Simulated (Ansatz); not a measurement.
Input

```
crystal:
  lattice:
    - [-3.645555, 3.553777, -3.381031]
    - [3.644656, 3.555465, -3.378152]
    - [-0.002848, -1.24945, -6.569916]
  atoms:
    - { symbol: B, position: [0.1789690616, 0.8020258212, 0.4903224559] }
    - { symbol: B, position: [0.6063336651, 0.941057404, 0.2342438707] }
    - { symbol: B, position: [0.8274865899, 0.1613212087, 0.5028802719] }
    - { symbol: B, position: [0.4712023444, 0.5173200682, 0.5241646323] }
    - { symbol: B, position: [0.2470951347, 0.2410851388, 0.2488673635] }
    - { symbol: B, position: [0.9692160748, 0.0130725949, 0.9910407995] }
    - { symbol: B, position: [0.7494357318, 0.74242296, 0.7621108355] }
    - { symbol: B, position: [0.6838947192, 0.3069081902, 0.0221925176] }
    - { symbol: B, position: [0.4074075381, 0.0806116945, 0.7489254166] }
    - { symbol: B, position: [0.9083118585, 0.5831703336, 0.2626352038] }
    - { symbol: B, position: [0.3274534422, 0.6613136678, 0.0032005433] }
    - { symbol: B, position: [0.1091256645, 0.4411945508, 0.7335068769] }
    - { symbol: "N", position: [0.342574539, 0.9875354695, 0.3176253236] }
    - { symbol: "N", position: [0.9963639837, 0.3304913003, 0.3358627596] }
    - { symbol: "N", position: [0.6585642236, 0.681694647, 0.3559109057] }
    - { symbol: "N", position: [0.4249810854, 0.4043059937, 0.0879915647] }
    - { symbol: "N", position: [0.1540313732, 0.1766152074, 0.8178438106] }
    - { symbol: "N", position: [0.9238868216, 0.9029534815, 0.5813463403] }
    - { symbol: "N", position: [0.8486513253, 0.4930921732, 0.8549411244] }
    - { symbol: "N", position: [0.5704168719, 0.2583823005, 0.5878328982] }
    - { symbol: "N", position: [0.0689898094, 0.7578774523, 0.0819576474] }
    - { symbol: "N", position: [0.4966131884, 0.8299945738, 0.8360917951] }
basis:
  ecutwfc: 420
kpoints:
  mp_grid: { grid: [5, 5, 6] }
hamiltonian:
  xc: pbe
  dispersion: d3bj
scf:
  occupations: { method: gaussian, width: 0.1 }
  n_extra_bands: 11
output:
  forces: true
  stress: true
  eigenvalues: true
  populations: true
  dos:
    method: { smearing: { sigma: 0.1, scheme: gaussian } }
    projected: true
    de: 0.02
  write_density: true
  write_potential: true
  elf: true
  volumetric_format: npy
```

Run with:

```sh
ansatz run input.yaml --threads 4 --pin off --max-ram 9216MiB --backend cpu --events-out ev --progress --plain --runs-dir out
```

Below, planes, directions and counts refer to the standardised cell (a = 9.81 Å, b = 7.29 Å, c = 6.69 Å, α = 89.95°, β = 122.79°, γ = 90.01°).

Space group P1; a generated structure, not necessarily the stable one.

Level of theory: DFT PBE+D3(BJ), scalar-relativistic, plane waves, PAW in Ansatz.

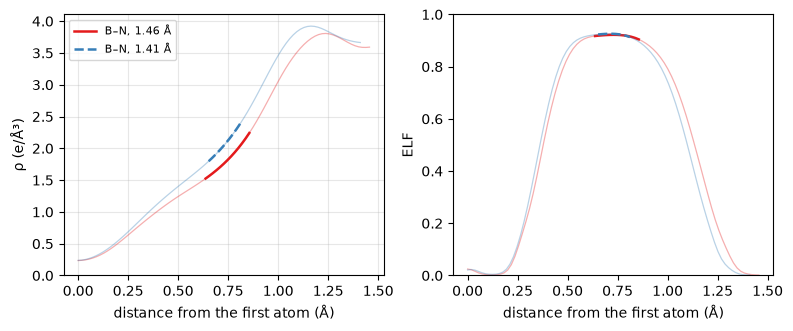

B6N5. Valence charge density (pseudo) and ELF along straight lines between neighbouring atoms. Thin, pale parts lie inside the atomic spheres.

The density is the valence pseudo-density of a PAW calculation; it isn't the true density close to the nuclei.

Q: What can be read from the curves?

A: B–N (1.46 Å): ρ at the midpoint is about 1.8 e/Å³; the ELF peaks at about 0.90 between the atoms.
B–N (1.41 Å): the density is about 2 e/Å³ at the midpoint; the ELF peaks at about 0.95 between the atoms.
